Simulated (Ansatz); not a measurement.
# Ti₃Al₅: 5 runs along one coordinate

System: Ti₃Al₅ (P4/mmm, 8 atoms in the cell).
Method: DFT PBEsol, scalar-relativistic, plane waves, PAW, no spin polarisation (Ansatz 0.2.0).

The 5 runs differ only in the geometry, by a strain of the cell at fixed fractional positions. Against run 3, the strain is εzz = η. The structure derives from a Materials Project entry.

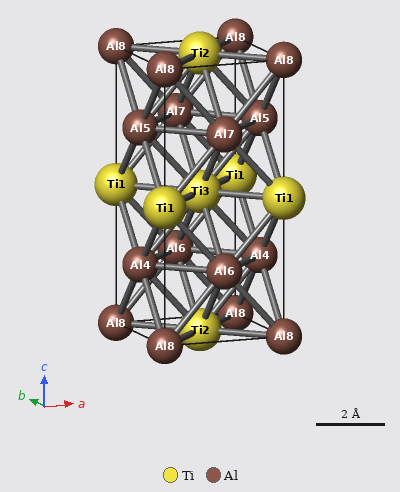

Figure 1. The structure of run 3 (ball-and-stick view of the cell of the calculation, seen slightly off an axis; atoms are numbered from 1 in the order of the input). An atom can appear more than once, as a periodic image.

### Input of run 3
```yaml
crystal:
  lattice:
    - [3.786212742, 0.0, 0.0]
    - [0.0, 3.786212742, 0.0]
    - [0.0, 0.0, 8.2968849545]
  atoms:
    - { symbol: Ti, position: [0.0, 0.0, 0.5] }
    - { symbol: Ti, position: [0.5, 0.5, 0.0] }
    - { symbol: Ti, position: [0.5, 0.5, 0.5] }
    - { symbol: Al, position: [0.0, 0.5, 0.2523516174] }
    - { symbol: Al, position: [0.0, 0.5, 0.7476483826] }
    - { symbol: Al, position: [0.5, 0.0, 0.2523516174] }
    - { symbol: Al, position: [0.5, 0.0, 0.7476483826] }
    - { symbol: Al, position: [0.0, 0.0, 0.0] }
basis:
  ecutwfc: 420
kpoints:
  mp_grid: { grid: [10, 10, 6] }
hamiltonian:
  xc: pbesol
scf:
  occupations: { method: gaussian, width: 0.15 }
output:
  forces: true
  stress: true
  eigenvalues: true
```

Command:
```bash
ansatz run input.yaml --threads 2 --pin off --max-ram 5120MiB --backend cpu --events-out ev --progress --plain --runs-dir out
```

Lattice vectors (Å) and fractional positions of run 3:
```
   3.786213    0.000000    0.000000
   0.000000    3.786213    0.000000
   0.000000    0.000000    8.296885
Ti  0.000000  0.000000  0.500000
Ti  0.500000  0.500000  0.000000
Ti  0.500000  0.500000  0.500000
Al  0.000000  0.500000  0.252352
Al  0.000000  0.500000  0.747648
Al  0.500000  0.000000  0.252352
Al  0.500000  0.000000  0.747648
Al  0.000000  0.000000  0.000000
```

Run 2 differs from it as follows:
```diff
-    - [0.0, 0.0, 8.2968849545]
+    - [0.0, 0.0, 8.0894628306]
```

### Results, with one run withheld

| run | strain parameter η (%) | free energy per atom, from the lowest run given (meV) | pressure (GPa) |
| --- | --- | --- | --- |
| 1 | −5.0000 | 48.18 | 14.45 |
| 2 | −2.5000 | ? | ? |
| 3 | 0.0000 | 1.27 | 6.53 |
| 4 | 2.5000 | 0.00 | 3.34 |
| 5 | 5.0000 | 11.36 | 0.60 |

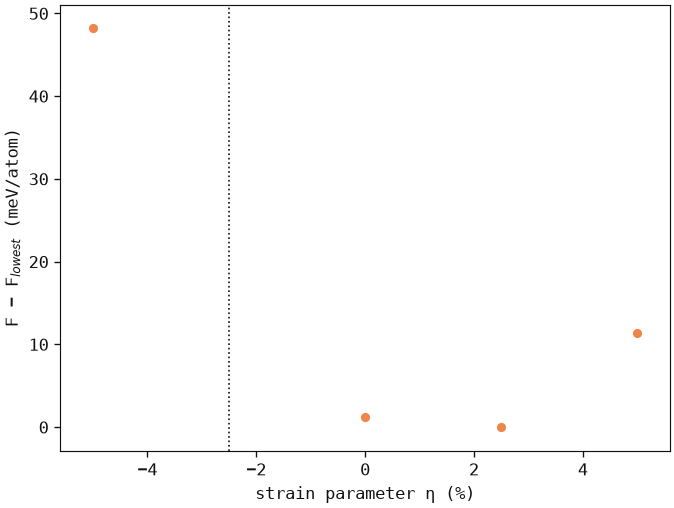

Figure 2. Free energy per atom of the runs given; the dotted line marks run 2.

What should run 2 give?

A quadratic polynomial in the coordinate, fitted to the 4 runs given, misses them by at most 0.47 meV per atom. With x = η − 0.6250, it reads F = −0.22236 − 2.2482 x + 1.1282 x² (meV per atom). At run 2 it gives 17.82 meV per atom, and the run itself gives 16.85. The fit has its minimum at η = 1.6214 %. The fit misses that run by 0.97 meV per atom.

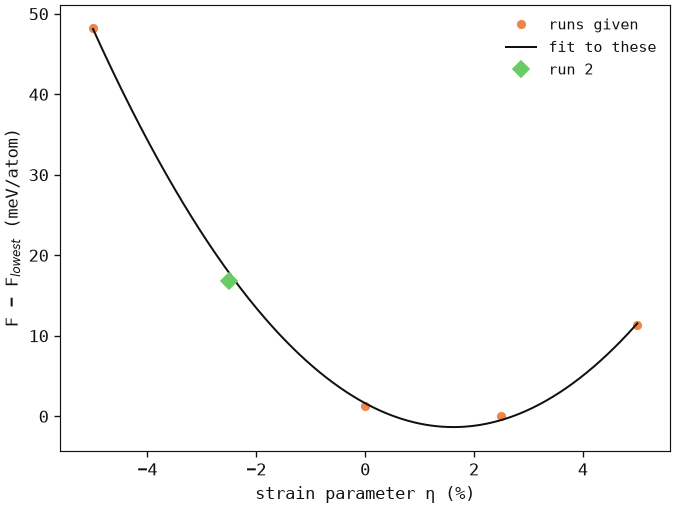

Figure 3. The fit and the withheld run.

### Output, shortened to warnings, some set-up lines, iterations and results (run 2)
```
Basis set: ecut = 420 eV, 2291 PW (Γ), exchange–correlation on 54×54×120 points (8 copies of the dense FFT grid, shifted against one another)
Symmetry: 16 space group operations
k-points: 84 of 600
Initial density: superposition of atomic densities (neutral atoms: chi_scale 0, normalization atom), corrected by the library's trained network
[...]
SCF iter   1: F=—  HF=-10047.471402 eV  |F-HF|=—  |Δ(HF+E_count)|=         —  Δρ=1.37e-2  dr2=6.09e-1  ethr=1.77e-3  ⟨swp⟩=6.7  Hψ=13242  notcnv=0
SCF iter   2: F=—  HF=-10047.435034 eV  |F-HF|=—  |Δ(HF+E_count)|=   3.64e-2  Δρ=6.36e-3  dr2=1.51e-1  ethr=1.19e-3  ⟨swp⟩=2.0  Hψ=3768  notcnv=0  defer=25
SCF iter   3: F=—  HF=-10047.423434 eV  |F-HF|=—  |Δ(HF+E_count)|=   1.16e-2  Δρ=7.35e-4  dr2=8.19e-4  ethr=2.96e-4  ⟨swp⟩=2.0  Hψ=2970  notcnv=0  defer=25
SCF iter   4: F=—  HF=-10047.423288 eV  |F-HF|=—  |Δ(HF+E_count)|=   1.46e-4  Δρ=1.75e-4  dr2=8.70e-5  ethr=1.61e-6  ⟨swp⟩=2.0  Hψ=3587  notcnv=0  defer=25
SCF iter   5: F=—  HF=-10047.423332 eV  |F-HF|=—  |Δ(HF+E_count)|=   4.39e-5  Δρ=4.19e-5  dr2=2.73e-6  ethr=1.71e-7  ⟨swp⟩=2.0  Hψ=3688  notcnv=0  defer=132
SCF iter   6: F=—  HF=-10047.423331 eV  |F-HF|=—  |Δ(HF+E_count)|=   4.47e-7  Δρ=1.20e-5  dr2=2.49e-7  ethr=5.36e-9  ⟨swp⟩=2.6  Hψ=4501  notcnv=0  defer=132
SCF iter   7: F=-10047.423331 eV  HF=-10047.423331 eV  |F-HF|=3.56e-9  |Δ(HF+E_count)|=   4.51e-8  Δρ=2.18e-6  dr2=5.82e-9  ethr=1.96e-10  ⟨swp⟩=9.0  Hψ=11331  notcnv=0
SCF 1 converged in 7 iterations: F = -10047.423331 eV  dr2 = 5.82e-9
SCF converged after 7 iterations
Free energy (F): -10047.423331 eV
Harris-Foulkes:  -10047.423331 eV  (|F-HF|=3.56e-9)
Internal energy: -10047.369150 eV  (E = F + TS)
E sigma→0 (E₀):  -10047.396241 eV
Entropy (-TS):   -0.054181 eV (-6.773 meV/atom)
Fermi energy:    11.571035 eV
--- Per-component energies (eV) ---
  E_band       = -420.024297
  E_kinetic    = 953.148052
  E_local      = -3577.859097  (includes V_loc(G=0)·N_el)
  E_nonlocal   = 85.287251
  E_hartree    = 1588.259269
  E_xc         = -495.772166
  E_vxc        = -521.537922  (∫ρ·V_xc dr)
  E_paw        = -5345.865385  (= ΣΔE_a)
  E_vpaw       = -535.583090  (= ΣTr[D̂ρ^β])
  E_aug_tail   = 0.000328  (compensation charges beyond the density's cutoff)
  E_ewald      = -3255.081250
  E_core_change = 0.513848  (= ΣΔE_core)
  E_smearing   = -0.054181  (= −TS)
  E_closure    = 0.000000  (closes the sum)
  Σ components = -10047.423331   (vs F -10047.423331, Δ=0.00e0)
--- Forces (eV/Å), atoms counted from 1 ---
  atom   1  Ti     0.00000000    -0.00000000     0.00000000
  atom   2  Ti    -0.00000000    -0.00000000    -0.00000000
  atom   3  Ti     0.00000000    -0.00000000    -0.00000000
  atom   4  Al    -0.00000000     0.00000000    -0.10449675
  atom   5  Al     0.00000000     0.00000000     0.10449675
  atom   6  Al     0.00000000     0.00000000    -0.10449675
  atom   7  Al    -0.00000000     0.00000000     0.10449675
  atom   8  Al     0.00000000     0.00000000     0.00000000
  max |Σ_I F_I| component: 1.39e-17 eV/Å
--- Stress (GPa, compression-positive) ---
       10.311713       0.000000      -0.000000
        0.000000      10.311713      -0.000000
       -0.000000      -0.000000      10.023188
  P = ⅓ Tr σ = 10.2155 GPa (102.155 kbar)
```
